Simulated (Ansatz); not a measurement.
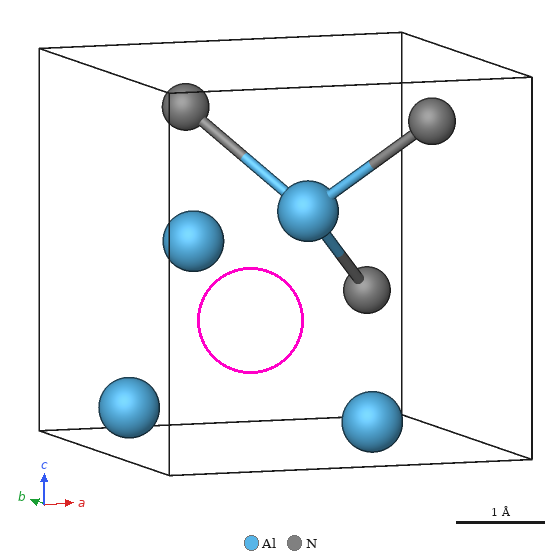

Ball-and-stick representation of a periodic structure, projected slightly off an axis. The supercell is drawn as a box. The host is AlN, in a cell of 8 sites, and the cell is neutral. A ring marks the defect's site.

Name the defect and give its surroundings.

A nitrogen vacancy. Around the empty site lie four Al at about 1.9 Å.

Computational set-up: Ansatz, DFT PBE, scalar-relativistic, plane waves, PAW, 420 eV cutoff, Brillouin-zone sampling on a 3×3×3 mesh, Gaussian smearing of 0.01 eV, collinear spins.

Is there a net moment in the defective cell?

Yes, 0.5 μB in the cell.

The atoms were relaxed in the host's cell with Ansatz, DFT PBE, scalar-relativistic, plane waves, PAW.
